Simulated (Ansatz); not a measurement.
## SnSe: single-point calculation (part 2 of 2)

The same run, continued: SnSe (P6₃/mmc, 4 atoms in the cell); DFT, HSE06, plane waves, PAW, no spin polarisation (Ansatz 0.2.0); cutoff 420 eV, 6×6×2 k-mesh, Fermi–Dirac smearing of 0.02 eV. The structure was built on a prototype by a generator. The geometry comes from this level: r2SCAN.

Geometry of the input (Å; fractional positions):
```
4.1382  0.0000  0.0000
-2.0691  3.5838  0.0000
0.0000  0.0000  7.4841
Sn 0.0000  0.0000  0.0000
Sn 0.0000  0.0000  0.5000
Se 0.3333  0.6667  0.2500
Se 0.6667  0.3333  0.7500
```

```
hybrid outer 3: dexx = +2.672e-9 eV, tail = 2.34e-9 eV, Δε = 1.13e-4 eV (about 2.48e-5 eV left of the loop's levels), ΔF = 2.78e-17 eV/Å (tail 2.82e-4)
hybrid SCF converged: 3 outer / 11 inner (+8 warm-up), last move |dexx| = 2.67e-9 eV, tail = 2.34e-9 eV
Stability not checked: this state was not tested for a lower state beside it, because the functional holds exact exchange (a hybrid, or Hartree-Fock), whose exchange loop this test does not read (fock_operator; see scf.lower_state_search)
Free energy (F): -22999.009565 eV
Frozen-core exchange: fock
Harris-Foulkes:  -22999.009565 eV  (|F-HF|=2.62e-10)
Internal energy: -22999.009222 eV  (E = F + TS)
E sigma→0 (E₀):  -22999.009394 eV
Entropy (-TS):   -0.000343 eV (-0.086 meV/atom)
Fermi energy:    8.966800 eV
--- Per-component energies (eV) ---
  E_band       = -1115.533346
  E_kinetic    = 602.888071
  E_local      = -6724.233762  (includes V_loc(G=0)·N_el)
  E_nonlocal   = -1260.583243
  E_hartree    = 3532.992510
  E_xc         = -769.672240
  E_vxc        = -311.883122  (∫ρ·V_xc dr)
  E_exx        = -208.412907  (= α·E_x^exact, valence–valence)
  E_paw        = -12092.120938  (= ΣΔE_a)
  E_vpaw       = -70.878993  (= ΣTr[D̂ρ^β])
  E_aug_tail   = -0.001240  (compensation charges beyond the density's cutoff)
  E_ewald      = -6078.241260
  E_core_change = -1.624214  (= ΣΔE_core)
  E_smearing   = -0.000343  (= −TS)
  E_closure    = 0.000001  (closes the sum)
  Σ components = -22999.009565   (vs F -22999.009565, Δ=0.00e0)
--- Forces (eV/Å), atoms counted from 1 ---
  atom   1  Sn    -0.00000000     0.00000000     0.00000000
  atom   2  Sn     0.00000000    -0.00000000    -0.00000000
  atom   3  Se    -0.00000000     0.00000000    -0.00000000
  atom   4  Se     0.00000000    -0.00000000     0.00000000
  max |Σ_I F_I| component: 9.25e-18 eV/Å
--- Stress (GPa, compression-positive) ---
        0.029182       0.000000      -0.000000
       -0.000000       0.029182      -0.000000
       -0.000000      -0.000000      -0.583170
  P = ⅓ Tr σ = -0.1749 GPa (-1.749 kbar)
--- Band table (eV; the first three rows and the last of 14) ---
  k-point 0: bands = ["-42.9519", "-42.9519", "-42.9456", "-42.9456", "-42.9456", "-42.9456", "-42.9180", "-42.9180", "-42.9180", "-42.9180", "-15.3243", "-15.3132", "-15.3132", "-15.3043", "-15.3043", "-15.2958", "-15.2958", "-15.2817", "-15.2817", "-15.2723", "-6.6168", "-5.7272", "-0.5745", "2.8426", "5.5615", "6.3858", "6.3858", "6.7385", "6.7385", "9.0466", "10.0883", "12.0545", "12.0545", "12.0635", "12.0635"]
  k-point 1: bands = ["-42.9519", "-42.9519", "-42.9456", "-42.9456", "-42.9456", "-42.9456", "-42.9180", "-42.9180", "-42.9180", "-42.9180", "-15.3080", "-15.3080", "-15.3080", "-15.3080", "-15.2983", "-15.2983", "-15.2895", "-15.2895", "-15.2895", "-15.2895", "-6.2312", "-6.2312", "0.8608", "0.8608", "6.5684", "6.5684", "6.5684", "6.5684", "7.3266", "7.3266", "11.8062", "11.8062", "11.8911", "11.8911", "11.8911"]
  k-point 2: bands = ["-42.9519", "-42.9519", "-42.9456", "-42.9456", "-42.9456", "-42.9456", "-42.9180", "-42.9180", "-42.9180", "-42.9179", "-15.3225", "-15.3176", "-15.3108", "-15.3059", "-15.3001", "-15.2976", "-15.2942", "-15.2837", "-15.2818", "-15.2695", "-6.4151", "-5.5975", "-0.2388", "2.0162", "5.1883", "5.6746", "5.8582", "6.7771", "6.9869", "8.2340", "10.1206", "11.4822", "11.5462", "12.4950", "12.7252"]
  k-point 13: bands = ["-42.9518", "-42.9518", "-42.9456", "-42.9456", "-42.9456", "-42.9456", "-42.9179", "-42.9179", "-42.9179", "-42.9179", "-15.3133", "-15.3133", "-15.3072", "-15.3072", "-15.2900", "-15.2900", "-15.2888", "-15.2888", "-15.2872", "-15.2872", "-5.2864", "-5.2864", "0.5574", "0.5574", "3.3444", "3.3444", "5.9841", "5.9841", "6.5420", "6.5420", "9.0578", "9.0578", "12.9448", "12.9448", "14.6351"]
```

## File rho_z.tsv
```
# z_ang	rho[e/angstrom^3]
# format = ansatz-planar-average/11
# lattice	4.138221048	-0.000000000	0.000000000
# lattice	-2.069110524	3.583804554	0.000000000
# lattice	0.000000000	0.000000000	7.484092091
# sites	4
# site	50	0.000000000	0.000000000	0.000000000
# site	50	0.000000000	0.000000000	3.742046046
# site	34	0.000000000	2.389203036	1.871023023
# site	34	2.069110524	1.194601518	5.613069068
0.000000	8.857264e-1
0.138594	8.233317e-1
0.277189	6.685656e-1
0.415783	4.904620e-1
0.554377	3.459435e-1
0.692971	2.554073e-1
0.831566	2.134780e-1
0.970160	2.060069e-1
1.108754	2.240889e-1
1.247349	2.784600e-1
1.385943	4.031424e-1
1.524537	6.469980e-1
1.663132	1.002156e0
1.801726	1.296828e0
1.940320	1.296828e0
2.078914	1.002156e0
2.217509	6.469980e-1
2.356103	4.031424e-1
2.494697	2.784600e-1
2.633292	2.240889e-1
2.771886	2.060069e-1
2.910480	2.134780e-1
3.049075	2.554073e-1
3.187669	3.459435e-1
3.326263	4.904620e-1
3.464857	6.685656e-1
3.603452	8.233317e-1
3.742046	8.857264e-1
3.880640	8.233317e-1
4.019235	6.685656e-1
4.157829	4.904620e-1
4.296423	3.459435e-1
4.435018	2.554073e-1
4.573612	2.134780e-1
4.712206	2.060069e-1
4.850800	2.240889e-1
4.989395	2.784600e-1
5.127989	4.031424e-1
5.266583	6.469980e-1
5.405178	1.002156e0
5.543772	1.296828e0
5.682366	1.296828e0
5.820961	1.002156e0
5.959555	6.469980e-1
6.098149	4.031424e-1
6.236743	2.784600e-1
6.375338	2.240889e-1
6.513932	2.060069e-1
6.652526	2.134780e-1
6.791121	2.554073e-1
6.929715	3.459435e-1
7.068309	4.904620e-1
7.206903	6.685656e-1
7.345498	8.233317e-1
```

## File v_z.tsv
```
# z_ang	v_es[eV]	v_tot[eV]
# format = ansatz-planar-average/11
# xc	hse06
# density_cutoff_ev	1680
# datasets	Sn=:simpson_from_first_knot:soft:fock:shift=0	Se=:simpson_from_first_knot:soft:fock:shift=0
# lattice	4.138221048	-0.000000000	0.000000000
# lattice	-2.069110524	3.583804554	0.000000000
# lattice	0.000000000	0.000000000	7.484092091
# sites	4
# site	50	0.000000000	0.000000000	0.000000000
# site	50	0.000000000	0.000000000	3.742046046
# site	34	0.000000000	2.389203036	1.871023023
# site	34	2.069110524	1.194601518	5.613069068
0.000000	8.016421e0	-1.007200e0
0.138594	7.784921e0	-1.139308e0
0.277189	7.217785e0	-1.437025e0
0.415783	6.625925e0	-1.661163e0
0.554377	6.349388e0	-1.562541e0
0.692971	6.567043e0	-1.046043e0
0.831566	7.141291e0	-3.130990e-1
0.970160	7.552164e0	1.037946e-1
1.108754	7.472553e0	-6.029854e-2
1.247349	7.193550e0	-4.682500e-1
1.385943	7.054806e0	-7.796720e-1
1.524537	7.048504e0	-9.813004e-1
1.663132	7.078398e0	-1.124395e0
1.801726	7.101455e0	-1.201407e0
1.940320	7.101455e0	-1.201407e0
2.078914	7.078398e0	-1.124395e0
2.217509	7.048504e0	-9.813004e-1
2.356103	7.054806e0	-7.796720e-1
2.494697	7.193550e0	-4.682500e-1
2.633292	7.472553e0	-6.029854e-2
2.771886	7.552164e0	1.037946e-1
2.910480	7.141291e0	-3.130990e-1
3.049075	6.567043e0	-1.046043e0
3.187669	6.349388e0	-1.562541e0
3.326263	6.625925e0	-1.661163e0
3.464857	7.217785e0	-1.437025e0
3.603452	7.784921e0	-1.139308e0
3.742046	8.016421e0	-1.007200e0
3.880640	7.784921e0	-1.139308e0
4.019235	7.217785e0	-1.437025e0
4.157829	6.625925e0	-1.661163e0
4.296423	6.349388e0	-1.562541e0
4.435018	6.567043e0	-1.046043e0
4.573612	7.141291e0	-3.130990e-1
4.712206	7.552164e0	1.037946e-1
4.850800	7.472553e0	-6.029854e-2
4.989395	7.193550e0	-4.682500e-1
5.127989	7.054806e0	-7.796720e-1
5.266583	7.048504e0	-9.813004e-1
5.405178	7.078398e0	-1.124395e0
5.543772	7.101455e0	-1.201407e0
5.682366	7.101455e0	-1.201407e0
5.820961	7.078398e0	-1.124395e0
5.959555	7.048504e0	-9.813004e-1
6.098149	7.054806e0	-7.796720e-1
6.236743	7.193550e0	-4.682500e-1
6.375338	7.472553e0	-6.029854e-2
6.513932	7.552164e0	1.037946e-1
6.652526	7.141291e0	-3.130990e-1
6.791121	6.567043e0	-1.046043e0
6.929715	6.349388e0	-1.562541e0
7.068309	6.625925e0	-1.661163e0
7.206903	7.217785e0	-1.437025e0
7.345498	7.784921e0	-1.139308e0
```

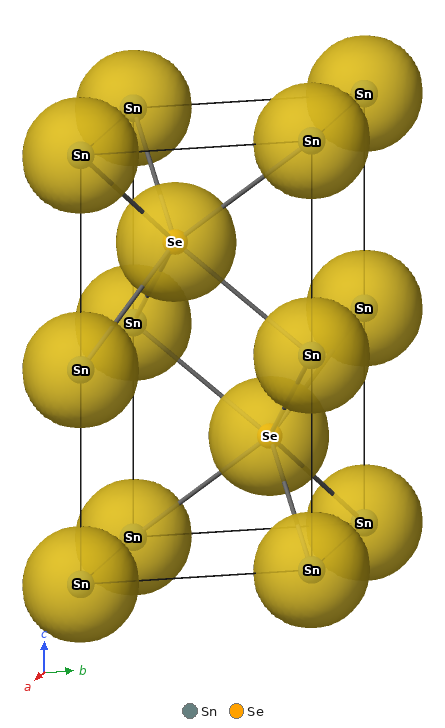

*Isosurface of the valence electron density at 0.5 e/Å³ (yellow), seen slightly off an axis. Sticks mark near contacts. The outline is the cell set on symmetry axes.*

At this value the density breaks into separate islands; it holds about 75 % of the electrons treated as valence (semicore included). It is pinched off along the Sn–Se (3.03 Å) contacts. On the grid the lowest density along these lines, outside the cores, is 0.21 e/Å³ (Sn–Se, 3.03 Å). Core electrons are frozen (PAW), so the fields are smoothed inside the atomic spheres.

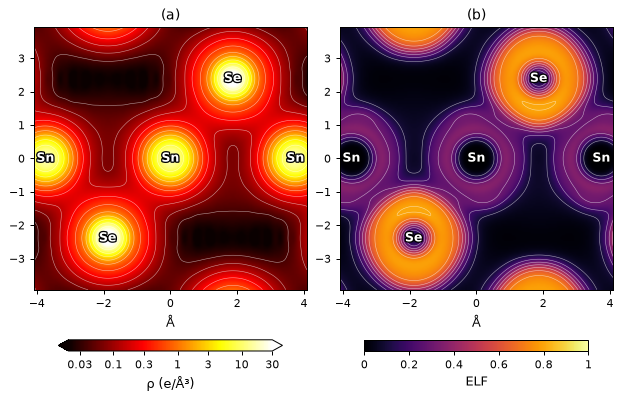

*(a) valence charge density (pseudo); (b) electron localisation function on the (110) plane of the conventional cell.*

The plane passes through Sn and Se nuclei. Sn–Se (3.03 Å): ρ is about 0.22 e/Å³ halfway; the ELF peaks at about 0.80 in the valence shell of Se, 0.9 Å from its nucleus, and drops to about 0.30 between the two atoms. Away from the nuclei the density in this plane falls to 0.02 e/Å³ at its lowest.
